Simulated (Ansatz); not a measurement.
# Calculations on Al$_{2}$Cu

## 1. Relaxation

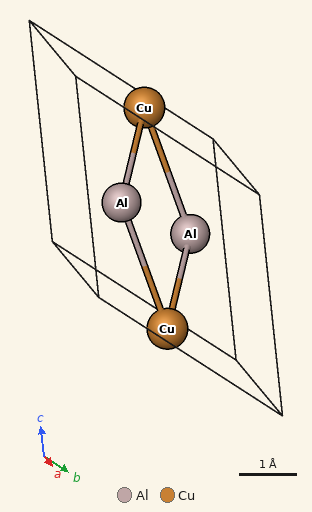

This is the input geometry for a relaxation of solid Al2Cu (set up in I4/mmm). Style: ball-and-stick. Shown: the cell of the calculation, slightly off an axis.

All numbers below come from Ansatz, DFT PBEsol, scalar-relativistic, plane waves, PAW.

Input file:
```yaml
crystal:
  lattice:
    - [-2.0303375, 2.0303375, 2.851094]
    - [2.0303375, -2.0303375, 2.851094]
    - [2.0303375, 2.0303375, -2.851094]
  atoms:
    - { symbol: Al, position: [0.75, 0.25, 0.5] }
    - { symbol: Al, position: [0.25, 0.75, 0.5] }
    - { symbol: Cu, position: [0.5, 0.5, 0.0] }
basis:
  ecutwfc: 420
kpoints:
  mp_grid: { grid: [14, 14, 14] }
hamiltonian:
  xc: pbesol
scf:
  occupations: { method: gaussian, width: 0.1 }
output:
  forces: true
  stress: true
  eigenvalues: true
relax:
  adjacent_minimum: "off"
  f_tol: 0.005
  max_steps: 80
  cell: { stress_tol: 0.05 }
```

Run as
```bash
ansatz run input.yaml --threads 2 --pin off --max-ram 5120MiB --backend cpu --events-out ev --progress --plain --runs-dir out
```

What does the optimiser find from here?

The energy falls by 0.2 meV per atom in 2 accepted moves (3 points after the start). All forces vanish by symmetry, so only the cell relaxes. The pressure goes from −0.15 to 0.00 GPa. The SCF was repeated once at an unchanged geometry on a basis and grid sized afresh for the cell, which shifted the energy by less than 0.05 meV per atom at most. The atoms keep their places relative to the cell (all moves are under 0.005 Å). Cell: a = b = c 4.046 → 4.049 Å (+0.1 %), α 119.8° → 120.0°, β 119.8° → 120.0°, γ 90.4° → 90.0°. Volume −0.1 %. The space group (tolerance 0.01 Å) goes from I4/mmm (No. 139) to Fm-3m (No. 225).

## 2. Scan

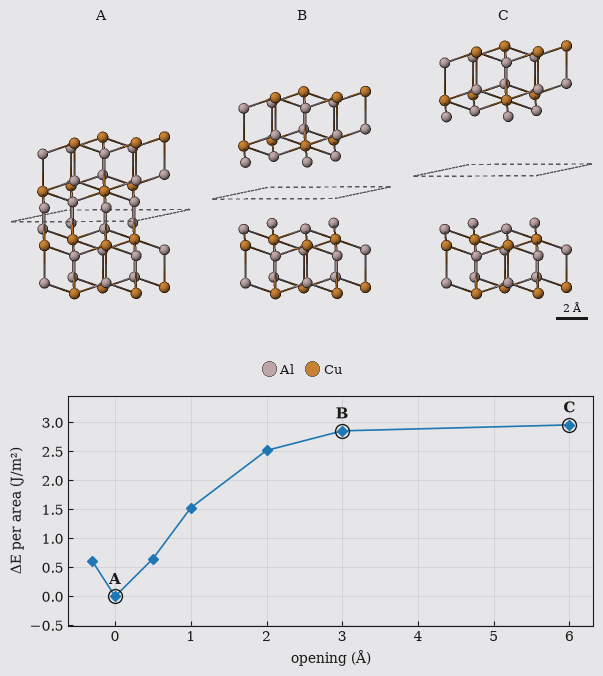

A crystal of Al₂Cu (Fm-3m): the crystal is pulled apart rigidly along the normal of the (1 1 1) plane of the conventional cell, at a cut between a plane of Al below and one of Al above, 1.65 Å apart. One cut stands in each cell, which starts 9.9 Å high; nothing is relaxed, and the dashed outline marks the cut. The lettered frames are marked on the plot. A ball-and-stick model of the layers on both sides of the cut, seen from the side, nearly along the cut plane.

Method: DFT PBEsol, scalar-relativistic, plane waves, PAW (Ansatz 0.2.0). Settings: plane-wave cutoff 420 eV; k-point mesh 13 × 13 × 5; occupations gaussian; smearing width 0.15 eV; no spin polarisation. Energies (free energies at the smearing named) are counted from the relaxed crystal.

Q: What does the scan show?

A: At the widest opening, 6.00 Å, the energy has risen by 2.959 J/m², where the curve has levelled off: this is the ideal work of separation, the sum of the two unrelaxed surface energies of a slab 9.9 Å thick. The steepest rise lies between 0.50 Å and 1.00 Å, with a mean traction of about 18 GPa. Pressing the cut together by 0.30 Å costs 0.611 J/m².

## 3. Scan

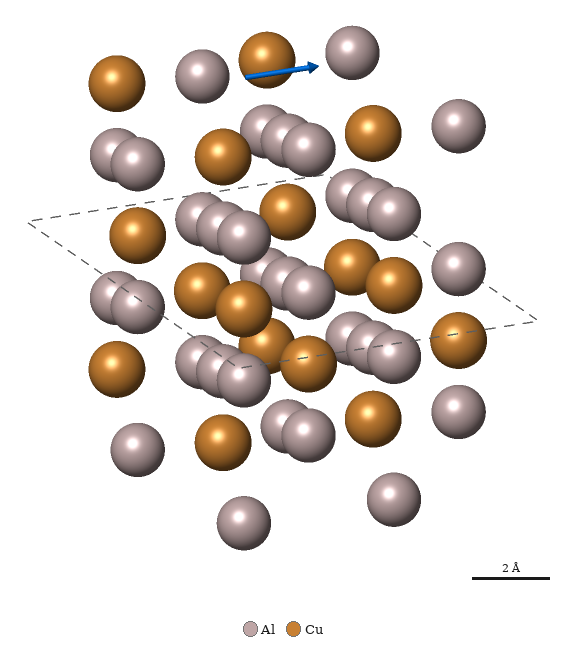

A scan of crystalline Al₂Cu (Fm-3m): the crystal above a cut along the (1 1 1) plane of the conventional cell (between a plane of Al below and one of Al above, 1.65 Å apart) is slid rigidly by fractions of an in-plane lattice vector 4.05 Å long (a generalised stacking fault). One cut stands in each cell, which starts 9.9 Å high; nothing is relaxed, and the dashed outline marks the cut, the arrow on top the direction of slip. The picture shows the perfect crystal around the cut (dashed). A spheres-only model of the layers on both sides of the cut, seen obliquely from above.

The calculation used DFT PBEsol, scalar-relativistic, plane waves, PAW in Ansatz. (plane-wave cutoff 420 eV; k-point mesh 13 × 13 × 5; occupations gaussian; smearing width 0.15 eV; no spin polarisation). Energies (free energies at the smearing named) are counted from the relaxed crystal.

Input
```yaml
crystal:
  lattice:
    - [-2.0246315446, 2.0246315446, -2.8630136682]
    - [-2.0246315446, -2.0246315446, 2.8630136682]
    - [0.0, 8.0985261782, 5.7260273364]
  atoms:
    - { symbol: Al, position: [0.0, 0.0, 0.25] }
    - { symbol: Al, position: [0.3333333333, 0.6666666667, 0.5833333333] }
    - { symbol: Al, position: [0.6666666667, 0.3333333333, 0.9166666667] }
    - { symbol: Al, position: [0.3333333333, 0.6666666667, 0.0833333333] }
    - { symbol: Al, position: [0.6666666667, 0.3333333333, 0.4166666667] }
    - { symbol: Al, position: [0.0, 0.0, 0.75] }
    - { symbol: Cu, position: [0.6666666667, 0.3333333333, 0.1666666667] }
    - { symbol: Cu, position: [0.0, 0.0, 0.5] }
    - { symbol: Cu, position: [0.3333333333, 0.6666666667, 0.8333333333] }
basis:
  ecutwfc: 420
kpoints:
  mp_grid: { grid: [13, 13, 5] }
hamiltonian:
  xc: pbesol
scf:
  occupations: { method: gaussian, width: 0.15 }
output:
  forces: true
  stress: true
  eigenvalues: true
  write_density: true
  write_potential: true
  elf: true
  volumetric_format: npy
```

Launched with:
```bash
ansatz run input.yaml --threads 2 --pin off --max-ram 5120MiB --backend cpu --events-out ev --progress --plain --runs-dir out
```

**What energies does the calculation give (the slip: 0.00, 0.10, 0.20, 0.30, 0.40, 0.60, 0.80, 1.00)?**

```
slip (fraction of the lattice vector)  γ (mJ/m²)
                                 0.00          0
                                 0.10        155
                                 0.20        684
                                 0.30       1582
                                 0.40       2527
                                 0.60       2528
                                 0.80        684
                                 1.00          0
```

Points that are alike by symmetry were computed once.

The curve starts and ends at zero, since a full lattice vector restores the crystal. Its highest computed point is 2528 mJ/m² at slip 0.60. The points are too sparse to place its extrema closely. Relaxation across the fault would lower the values.
